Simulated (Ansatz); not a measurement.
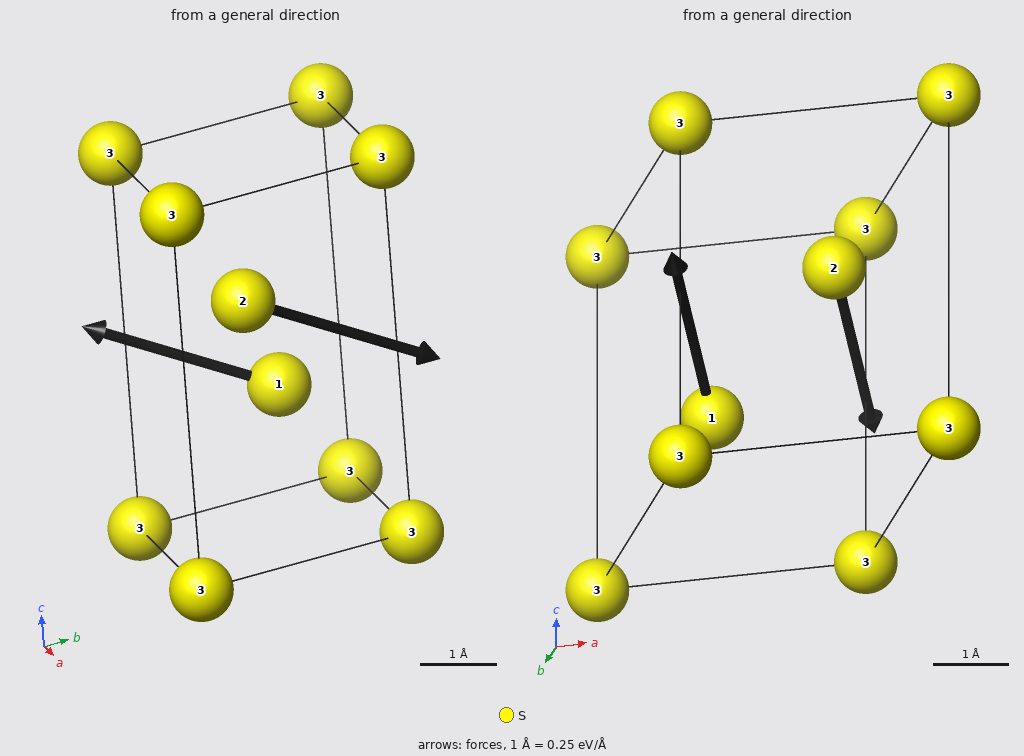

This spheres-only model is shown from two general directions. The parallelepiped is the cell (the run's own, in a reduced setting). The arrows are the computed forces on the atoms.

System: S. Run with DFT PBEsol, scalar-relativistic, plane waves, PAW (Ansatz) and these settings: a kinetic-energy cutoff of 420 eV, k-points about 0.15 Å⁻¹ apart, Gaussian smearing of 0.1 eV, no spin polarisation.

Question: Are the atoms in equilibrium?

Answer: No. The atoms still feel forces of up to about 0.61 eV/Å, far above a usual threshold of 0.01 to 0.03 eV/Å.

Question: Which atom is pushed hardest?

Answer: S1 and S2, about 0.61 eV/Å.

The starting point was a structure listed in the Materials Project, with elements exchanged, so it need not be a known form of the compound. The cell was then strained or its atoms displaced on purpose. A calculation with Ansatz used it as input.
